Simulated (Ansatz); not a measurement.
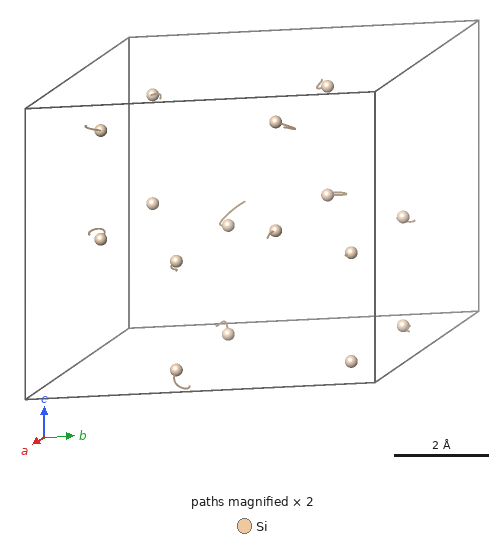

A Born-Oppenheimer molecular dynamics run of a 16-atom cell of Si (built on the lonsdaleite (2H) type), 60 fs long. Lines trace each atom's path, in the colour of its element; spheres stand at the starting positions. The excursions are magnified 2 times. Seen slightly off an axis in the simulation cell.

Method: Ansatz, DFT, PBE, plane waves, PAW. Run with plane-wave cutoff 420 eV; k-point mesh 3 × 3 × 2; Fermi-Dirac smearing 0.086 eV; Nosé-Hoover thermostat (NVT); set temperature 1000 K; time step 1.5 fs.

The input:
```yaml
crystal:
  lattice:
    - [7.6642590827, 0.0, 0.0]
    - [-3.8321295414, 6.6374430668, 0.0]
    - [0.0, 0.0, 6.3412168871]
  atoms:
    - { symbol: Si, position: [0.1666666667, 0.3333333333, 0.0005609413] }
    - { symbol: Si, position: [0.3333333333, 0.1666666667, 0.5005609413] }
    - { symbol: Si, position: [0.1666666667, 0.3333333333, 0.3744390587] }
    - { symbol: Si, position: [0.3333333333, 0.1666666667, 0.8744390587] }
    - { symbol: Si, position: [0.1666666667, 0.8333333333, 0.0005609413] }
    - { symbol: Si, position: [0.3333333333, 0.6666666667, 0.5005609413] }
    - { symbol: Si, position: [0.1666666667, 0.8333333333, 0.3744390587] }
    - { symbol: Si, position: [0.3333333333, 0.6666666667, 0.8744390587] }
    - { symbol: Si, position: [0.6666666667, 0.3333333333, 0.0005609413] }
    - { symbol: Si, position: [0.8333333333, 0.1666666667, 0.5005609413] }
    - { symbol: Si, position: [0.6666666667, 0.3333333333, 0.3744390587] }
    - { symbol: Si, position: [0.8333333333, 0.1666666667, 0.8744390587] }
    - { symbol: Si, position: [0.6666666667, 0.8333333333, 0.0005609413] }
    - { symbol: Si, position: [0.8333333333, 0.6666666667, 0.5005609413] }
    - { symbol: Si, position: [0.6666666667, 0.8333333333, 0.3744390587] }
    - { symbol: Si, position: [0.8333333333, 0.6666666667, 0.8744390587] }
kpoints:
  mp_grid: { grid: [3, 3, 2] }
hamiltonian:
  xc: pbe
scf:
  occupations: { method: fermi_dirac, width: 0.086 }
md:
  ensemble: nvt_nose_hoover
  temperature: 1000
  timestep: 1.5
  n_steps: 40
  initial_velocities: maxwell_boltzmann
  seed: 9828
```

Run as
```bash
ansatz run input.yaml --threads 4 --pin off --max-ram 3686MiB --backend cpu --events-out ev --progress --plain --runs-dir out
```

What do the traces tell about the motion?

In the second half of the run the atoms are, in the root-mean-square, this far from where they began (common drift taken out): Si 0.17 Å. The run lasts only 60 fs, too short to tell vibration from diffusion.
